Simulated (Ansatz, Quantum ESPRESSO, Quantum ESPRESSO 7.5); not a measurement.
# Ballistic transmission: 1 layers of Li in Pt(111), on the host's sites

Aim: the zero-bias transmission with pwcond for this junction: 1 layers of Li in Pt(111), on the host's sites.

Main program and level: Quantum ESPRESSO 7.5; plane-wave DFT, PBE, GBRV ultrasoft pseudopotentials (cross-check by Ansatz 0.2.0 with PAW datasets).

## Step 1: The structure

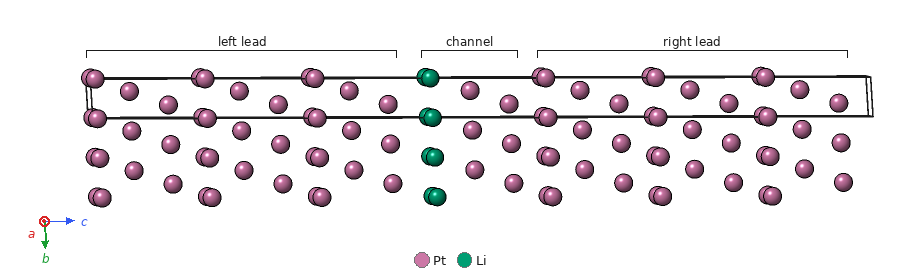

Start, viewed from the side, with the c axis across the page; platinum pink, lithium teal. 1×3×1 cells are drawn. Some periodic images of atoms are drawn too.

The cell holds 21 atoms: 20 Pt and 1 Li. Cell: a = 2.807 Å, b = 2.807 Å, c = 48.824 Å, α = 90.0°, β = 90.0°, γ = 60.0°. It derives from Pt. Regions: left lead, 9 atoms (9 Pt); channel, 3 atoms (1 Li and 2 Pt); right lead, 9 atoms (9 Pt). The structure is stacked along c, and the current runs across the ab planes.

## Step 2: SCF with pw.x

One periodic cell holds a stretch of lead, the junction and more lead; the atoms stay as built.

File scf.in:

```
&control
  prefix = 'scf'
  outdir = './out'
  pseudo_dir = './pseudo'
  calculation = 'scf'
  tprnfor = .true.
/
&system
  ibrav = 0
  nat = 21
  ntyp = 2
  ecutwfc = 40
  ecutrho = 200
  occupations = 'smearing'
  smearing = 'mv'
  degauss = 0.01
/
&electrons
  conv_thr = 1e-07
  mixing_beta = 0.25
  electron_maxstep = 120
  mixing_mode = 'local-TF'
/
ATOMIC_SPECIES
  Pt  195.0840  pt_pbe_v1.4.uspp.F.UPF
  Li  6.9400  li_pbe_v1.4.uspp.F.UPF
CELL_PARAMETERS angstrom
  2.80721392131059 0.00000000000000 0.00000000000000
  1.40360696065530 2.43111856971230 0.00000000000000
  0.00000000000000 0.00000000000000 48.82399620960592
ATOMIC_POSITIONS crystal
  Pt  0.000000000000 0.000000000000 0.000000000000
  Pt  0.333333333000 0.333333333000 0.046945779670
  Pt  0.666666667000 0.666666667000 0.093891559341
  Pt  0.000000000000 0.000000000000 0.140837339011
  Pt  0.333333333000 0.333333333000 0.187783118681
  Pt  0.666666667000 0.666666667000 0.234728898352
  Pt  0.000000000000 0.000000000000 0.281674678022
  Pt  0.333333333000 0.333333333000 0.328620457693
  Pt  0.666666667000 0.666666667000 0.375566237363
  Li  0.000000000000 0.000000000000 0.429581330494
  Pt  0.333333333000 0.333333333000 0.483596423626
  Pt  0.666666667000 0.666666667000 0.530542203296
  Pt  0.000000000000 0.000000000000 0.577487982967
  Pt  0.333333333000 0.333333333000 0.624433762637
  Pt  0.666666667000 0.666666667000 0.671379542307
  Pt  0.000000000000 0.000000000000 0.718325321978
  Pt  0.333333333000 0.333333333000 0.765271101648
  Pt  0.666666667000 0.666666667000 0.812216881319
  Pt  0.000000000000 0.000000000000 0.859162660989
  Pt  0.333333333000 0.333333333000 0.906108440659
  Pt  0.666666667000 0.666666667000 0.953054220330
K_POINTS automatic
  10 10 1 0 0 0
```

Launch:

```bash
OMP_NUM_THREADS=1 mpirun -n 8 pw.x -nk 4 -in scf.in > scf.out
```

The program printed:

```text
Program PWSCF v.7.5 starts
[citation notice left out]

     Parallel version (MPI & OpenMP), running on       8 processor cores
     Number of MPI processes:                 8
     Threads/MPI process:                     1

     MPI processes distributed on     1 nodes
[...]
Current dimensions of program PWSCF are:
     Max number of different atomic species (ntypx) = 10
     Max number of k-points (npk) =  40000
     Max angular momentum in pseudopotentials (lmaxx) =  4
     Message from routine setup:
     using ibrav=0 with symmetry is DISCOURAGED, use correct ibrav instead

     K-points division:     npool     =       4
     R & G space division:  proc/nbgrp/npool/nimage =       2
     Subspace diagonalization in iterative solution of the eigenvalue problem:
     a serial algorithm will be used

     Parallelization info
     --------------------
     sticks:   dense  smooth     PW     G-vecs:    dense   smooth      PW
     Min         189     156     48                53501    38584    6920
     Max         190     157     49                53564    38599    6947
     Sum         379     313     97               107065    77183   13867

     Using Slab Decomposition

     bravais-lattice index     =            0
     lattice parameter (alat)  =       5.3049  a.u.
     unit-cell volume          =    2248.5967 (a.u.)^3
     number of atoms/cell      =           21
     number of atomic types    =            2
     number of electrons       =       323.00
     number of Kohn-Sham states=          194
     kinetic-energy cutoff     =      40.0000  Ry
     charge density cutoff     =     200.0000  Ry
     scf convergence threshold =      1.0E-07
     mixing beta               =       0.2500
     number of iterations used =            8  local-TF  mixing
     Exchange-correlation=  SLA  PW   PBX  PBC
                           (   1   4   3   4   0   0   0)

     celldm(1)=   5.304865  celldm(2)=   0.000000  celldm(3)=   0.000000
     celldm(4)=   0.000000  celldm(5)=   0.000000  celldm(6)=   0.000000

     crystal axes: (cart. coord. in units of alat)
               a(1) = (   1.000000   0.000000   0.000000 )
               a(2) = (   0.500000   0.866025   0.000000 )
               a(3) = (   0.000000   0.000000  17.392332 )

     reciprocal axes: (cart. coord. in units 2 pi/alat)
               b(1) = (  1.000000 -0.577350  0.000000 )
               b(2) = (  0.000000  1.154701  0.000000 )
               b(3) = (  0.000000  0.000000  0.057497 )

     PseudoPot. # 1 for Pt read from file:
     ./pseudo/pt_pbe_v1.4.uspp.F.UPF
     Pseudo is Ultrasoft + core correction, Zval = 16.0
     Generated by new atomic code, or converted to UPF format
     Using radial grid of  985 points,  6 beta functions with:
                l(1) =   0
                l(2) =   0
                l(3) =   1
                l(4) =   1
                l(5) =   2
                l(6) =   2
     Q(r) pseudized with  8 coefficients,  rinner =    1.300   1.300   1.300
                                                       1.300   1.300

     PseudoPot. # 2 for Li read from file:
     ./pseudo/li_pbe_v1.4.uspp.F.UPF
     Pseudo is Ultrasoft, Zval =  3.0
     Generated by new atomic code, or converted to UPF format
     Using radial grid of  751 points,  5 beta functions with:
                l(1) =   0
                l(2) =   0
                l(3) =   0
                l(4) =   1
                l(5) =   1
     Q(r) pseudized with 10 coefficients,  rinner =    1.150   1.150   1.150

     atomic species   valence    mass     pseudopotential
     Pt               16.00   195.08400     Pt( 1.00)
     Li                3.00     6.94000     Li( 1.00)

      6 Sym. Ops. (no inversion) found

   Cartesian axes

     site n.     atom                  positions (alat units)
         1        Pt     tau(   1) = (   0.0000000   0.0000000   0.0000000  )
         2        Pt     tau(   2) = (   0.5000000   0.2886751   0.8164966  )
         3        Pt     tau(   3) = (   1.0000000   0.5773503   1.6329932  )
         4        Pt     tau(   4) = (   0.0000000   0.0000000   2.4494897  )
         5        Pt     tau(   5) = (   0.5000000   0.2886751   3.2659863  )
         6        Pt     tau(   6) = (   1.0000000   0.5773503   4.0824829  )
         7        Pt     tau(   7) = (   0.0000000   0.0000000   4.8989795  )
         8        Pt     tau(   8) = (   0.5000000   0.2886751   5.7154761  )
         9        Pt     tau(   9) = (   1.0000000   0.5773503   6.5319726  )
        10        Li     tau(  10) = (   0.0000000   0.0000000   7.4714211  )
        11        Pt     tau(  11) = (   0.5000000   0.2886751   8.4108695  )
        12        Pt     tau(  12) = (   1.0000000   0.5773503   9.2273661  )
        13        Pt     tau(  13) = (   0.0000000   0.0000000  10.0438627  )
        14        Pt     tau(  14) = (   0.5000000   0.2886751  10.8603592  )
        15        Pt     tau(  15) = (   1.0000000   0.5773503  11.6768558  )
        16        Pt     tau(  16) = (   0.0000000   0.0000000  12.4933524  )
        17        Pt     tau(  17) = (   0.5000000   0.2886751  13.3098490  )
        18        Pt     tau(  18) = (   1.0000000   0.5773503  14.1263456  )
        19        Pt     tau(  19) = (   0.0000000   0.0000000  14.9428421  )
        20        Pt     tau(  20) = (   0.5000000   0.2886751  15.7593387  )
        21        Pt     tau(  21) = (   1.0000000   0.5773503  16.5758353  )

     number of k points=    14  Marzari-Vanderbilt smearing, width (Ry)=  0.0100
                       cart. coord. in units 2pi/alat
        k(    1) = (   0.0000000   0.0000000   0.0000000), wk =   0.0200000
        k(    2) = (   0.0000000   0.1154701   0.0000000), wk =   0.1200000
        k(    3) = (   0.0000000   0.2309401   0.0000000), wk =   0.1200000
        k(    4) = (   0.0000000   0.3464102   0.0000000), wk =   0.1200000
        k(    5) = (   0.0000000   0.4618802   0.0000000), wk =   0.1200000
        k(    6) = (   0.0000000  -0.5773503   0.0000000), wk =   0.0600000
        k(    7) = (   0.1000000   0.1732051   0.0000000), wk =   0.1200000
        k(    8) = (   0.1000000   0.2886751   0.0000000), wk =   0.2400000
        k(    9) = (   0.1000000   0.4041452   0.0000000), wk =   0.2400000
        k(   10) = (   0.1000000  -0.6350853   0.0000000), wk =   0.2400000
[...]
k(   14) = (   0.3000000  -0.6350853   0.0000000), wk =   0.1200000

     Dense  grid:   107065 G-vectors     FFT dimensions: (  24,  24, 432)

     Smooth grid:    77183 G-vectors     FFT dimensions: (  24,  24, 375)

[...]
-32.4106 -32.4073 -32.4003 -32.3996 -32.3927 -32.3890 -32.3858 -32.3789
   -32.3767 -32.3714 -32.3648 -32.3644 -32.3576 -32.3553 -32.3518 -32.3487
   -32.3461 -32.3434 -32.3407 -32.3356 -32.3351 -32.3351 -32.2884 -32.2883
   -32.1555 -32.1555 -31.9671 -31.9671 -26.1487  12.7764  12.8243  12.9022
    13.0078  13.1301  13.2623  13.3977  13.5286  13.6566  13.7847  13.9058
    14.0108  14.1039  14.2039  14.3205  14.4472  14.5412  14.5690  14.5998
    14.6730  14.7065  14.7885  14.8086  14.8654  14.9157  15.0394  15.1755
    15.3182  15.4654  15.6121  15.7519  15.8782  15.9625  16.0671  16.1231
    16.2183  16.2392  16.3497  16.3768  16.4677  16.5201  16.5891  16.6379
    16.6675  16.7549  16.8240  16.8544  16.8562  16.8671  16.8689  16.8914
    16.9108  16.9636  16.9836  17.0390  17.0860  17.1715  17.2109  17.2651
    17.3121  17.3551  17.4205  17.5118  17.5143  17.5960  17.6836  17.6879
    17.7567  17.8539  18.0146  18.1568  18.2801  18.3919  18.4709  18.4989
    18.6032  18.6278  18.6659  18.6919  18.7030  18.7345  18.7948  18.8203
    18.8325  18.8627  18.8764  18.9146  18.9410  18.9772  18.9938  19.0451
    19.1090  19.1652  19.1686  19.2245  19.2917  19.3621  19.4269  19.4619
    19.4783  19.5142  19.5548  19.6439  19.7852  19.9179  19.9450  20.0929
    20.1696  20.2139  20.3019  20.3560  20.7566  21.1570  21.5648  22.2653
    22.4465  23.0109  23.7306  23.7997  24.5658  25.2530  25.6765  26.8820
    26.9123  28.2385  28.5418  29.1111  29.5764  29.6354  29.8161  30.0297
    30.2312  30.3660

          k = 0.0000 0.4619 0.0000 (  9594 PWs)   bands (ev):

   -32.6842 -32.6820 -32.6769 -32.6706 -32.6677 -32.6669 -32.6609 -32.6573
   -32.6497 -32.6462 -32.6380 -32.6353 -32.6272 -32.6256 -32.6156 -32.6083
   -32.5935 -32.5934 -32.5330 -32.5221 -32.5080 -32.4906 -32.4749 -32.4621
   -32.4526 -32.4515 -32.4510 -32.4478 -32.4445 -32.4418 -32.4383 -32.4359
   -32.4331 -32.4287 -32.4265 -32.4210 -32.4165 -32.4128 -32.4053 -32.4036
   -32.3977 -32.3919 -32.3895 -32.3820 -32.3816 -32.3746 -32.3714 -32.3682
   -32.3621 -32.3599 -32.3592 -32.3533 -32.3531 -32.3531 -32.3282 -32.3282
   -32.1744 -32.1744 -31.9621 -31.9620 -26.1411  13.2041  13.2591  13.3498
    13.4729  13.6173  13.6320  13.6665  13.7220  13.7711  13.7968  13.8761
    13.9170  13.9618  14.0013  14.0743  14.0868  14.1270  14.1923  14.2019
    14.2963  14.3261  14.4181  14.4517  14.5349  14.5615  14.6012  14.7639
    14.9642  15.1796  15.4006  15.5990  15.7591  15.9224  16.0982  16.2711
    16.4067  16.4934  16.4994  16.5618  16.5896  16.6261  16.6451  16.6506
    16.6937  16.7749  16.8355  16.8888  16.8899  17.0069  17.0320  17.1670
    17.1992  17.2472  17.3897  17.4649  17.5419  17.6019  17.7685  17.8320
    17.8862  18.0774  18.0777  18.1932  18.3319  18.3486  18.4892  18.5903
    18.7227  18.8443  18.8984  19.0872  19.1369  19.2944  19.3061  19.4972
    19.5714  19.6543  19.7603  19.7702  19.7793  19.7888  19.8150  19.8475
    19.8651  19.8836  19.8851  19.8860  19.9273  19.9668  19.9722  20.0107
    20.0164  20.0373  20.0578  20.0842  20.0878  20.0987  20.1036  20.1390
    20.1751  20.2130  20.2398  20.2967  20.3289  20.3624  20.4067  20.4166
    20.4510  20.4582  20.4732  20.7051  21.4219  21.7520  22.4088  22.9983
    23.3699  24.2254  24.3156  25.0104  25.4258  25.6934  26.0636  26.2982
    26.3733  26.4687  26.4894  26.5790  26.7487  27.1203  27.3549  27.5913
    28.0947  28.3782

          k = 0.0000-0.5774 0.0000 (  9600 PWs)   bands (ev):

   -32.7126 -32.7104 -32.7054 -32.6960 -32.6898 -32.6871 -32.6859 -32.6815
   -32.6748 -32.6718 -32.6640 -32.6625 -32.6529 -32.6528 -32.6457 -32.6454
   -32.6208 -32.6207 -32.4786 -32.4770 -32.4753 -32.4717 -32.4705 -32.4677
   -32.4645 -32.4604 -32.4602 -32.4596 -32.4589 -32.4564 -32.4558 -32.4503
   -32.4465 -32.4442 -32.4368 -32.4318 -32.4289 -32.4205 -32.4162 -32.4127
   -32.4049 -32.4031 -32.3965 -32.3914 -32.3887 -32.3811 -32.3799 -32.3746
   -32.3682 -32.3675 -32.3653 -32.3604 -32.3600 -32.3599 -32.3377 -32.3377
   -32.1816 -32.1816 -31.9602 -31.9602 -26.1382  13.2287  13.2852  13.3780
    13.4917  13.5051  13.5349  13.6052  13.6546  13.6992  13.8050  13.8210
    13.9199  13.9272  13.9669  13.9812  14.0307  14.0363  14.1212  14.1302
    14.1378  14.2115  14.2135  14.2650  14.3916  14.4231  14.4529  14.6281
    14.8446  15.0872  15.3345  15.5784  15.7790  15.9392  16.0653  16.1811
    16.2860  16.3779  16.4483  16.4970  16.5255  16.5550  16.6058  16.6903
    16.8100  16.8228  16.8315  16.9580  17.0248  17.0352  17.1332  17.3021
    17.3292  17.3327  17.5569  17.6755  17.6809  17.8002  18.0312  18.0628
    18.0894  18.3363  18.4854  18.5122  18.6194  18.8562  18.9017  18.9719
    19.1804  19.3648  19.4088  19.4412  19.6788  19.7401  19.8369  19.8726
    20.0154  20.1044  20.1506  20.1515  20.1968  20.2000  20.2068  20.2187
    20.2225  20.2325  20.2492  20.2674  20.2870  20.3073  20.3291  20.3523
    20.3763  20.4016  20.4294  20.4622  20.5016  20.5246  20.5466  20.5552
    20.5844  20.6067  20.6182  21.0674  21.3470  21.8108  22.0079  22.0649
    22.2382  22.3463  22.4370  22.5788  22.6811  22.7507  22.8636  22.9483
    23.0002  23.0318  23.0989  23.1333  23.1552  23.1600  25.0505  25.7452
    25.7872  25.8422  25.9691  26.0489  26.3114  26.3603  26.8000  26.8237
    27.3665  27.4576

[...]
the Fermi energy is    20.1752 ev

!    total energy              =   -4228.38837275 Ry
     estimated scf accuracy    <       0.00000006 Ry
     smearing contrib. (-TS)   =       0.00057304 Ry
     internal energy E=F+TS    =   -4228.38894579 Ry

     The total energy is F=E-TS. E is the sum of the following terms:
     one-electron contribution =   -2734.88363618 Ry
     hartree contribution      =    1633.69748047 Ry
     xc contribution           =   -1141.19141909 Ry
     ewald contribution        =   -1986.01137100 Ry

     convergence has been achieved in  27 iterations

     negative rho (up, down):  3.456E+00 0.000E+00

     Forces acting on atoms (cartesian axes, Ry/au):

     atom    1 type  1   force =     0.00000000    0.00000000    0.00030581
     atom    2 type  1   force =     0.00000000    0.00000000   -0.00054583
     atom    3 type  1   force =     0.00000000    0.00000000    0.00004730
     atom    4 type  1   force =     0.00000000    0.00000000    0.00047970
     atom    5 type  1   force =     0.00000000    0.00000000   -0.00010526
     atom    6 type  1   force =     0.00000000    0.00000000    0.00113443
     atom    7 type  1   force =     0.00000000    0.00000000   -0.00344705
     atom    8 type  1   force =     0.00000000    0.00000000   -0.00774535
     atom    9 type  1   force =     0.00000000    0.00000000    0.04224807
     atom   10 type  2   force =     0.00000000    0.00000000    0.00000902
     atom   11 type  1   force =     0.00000000    0.00000000   -0.04224871
     atom   12 type  1   force =     0.00000000    0.00000000    0.00774838
     atom   13 type  1   force =     0.00000000    0.00000000    0.00344665
     atom   14 type  1   force =     0.00000000    0.00000000   -0.00113670
     atom   15 type  1   force =     0.00000000    0.00000000    0.00010768
     atom   16 type  1   force =     0.00000000    0.00000000   -0.00048120
     atom   17 type  1   force =     0.00000000    0.00000000   -0.00005072
     atom   18 type  1   force =     0.00000000    0.00000000    0.00054469
     atom   19 type  1   force =     0.00000000    0.00000000   -0.00030736
     atom   20 type  1   force =     0.00000000    0.00000000    0.00045746
     atom   21 type  1   force =     0.00000000    0.00000000   -0.00046102

     Total force =     0.060975     Total SCF correction =     0.001742

[...]
=------------------------------------------------------------------------------=
   JOB DONE.
=------------------------------------------------------------------------------=
```

Wall time 11 min (8 MPI ranks of Arm Neoverse N1, shared host); peak memory 2 GiB.

Numbers from this step:

```
free energy  : -57530.1546 eV
Fermi energy : 20.18 eV
```

The program's own clock; routines nest. Time by routine:

| routine | wall time (s) | calls |
| --- | --- | --- |
| PWSCF | 686.3 | 1 |
| electrons | 672.2 | 1 |
| c_bands | 594.8 | 27 |
| cegterg | 566.7 | 108 |
| h_psi | 296.6 | 422 |
| fftw | 211.7 | 118816 |
| vloc_psi | 190.6 | 422 |
| calbec | 77.71 | 546 |
| sum_band | 69.34 | 27 |
| h_psi:calbec | 52.3 | 422 |
| add_vuspsi | 51.83 | 422 |
| s_psi | 51.61 | 422 |
| cdiaghg | 37.75 | 418 |
| init_run | 9.97 | 1 |

The run needed 27 iterations to bring the estimated error under 1e-07 Ry; the largest force on any atom, held or free, is 1.09 eV/Å.

(Continued in part 2 of 4.)

[Logs are printed without paths, hosts, clocks, repeated set-up lines and the standing remarks that a program may print on its own settings, such as how far it seeks lower states.]

[Hosts, paths, dates, database ids (printed as entryN), source tags and the programs' standing remarks are cut or masked in the printed files.]

[Maps of the electrostatic potential energy from Ansatz leave out the sawtooth potential of an applied field or a dipole correction, so their vacuum need not be flat; planar profiles and work functions include it.]
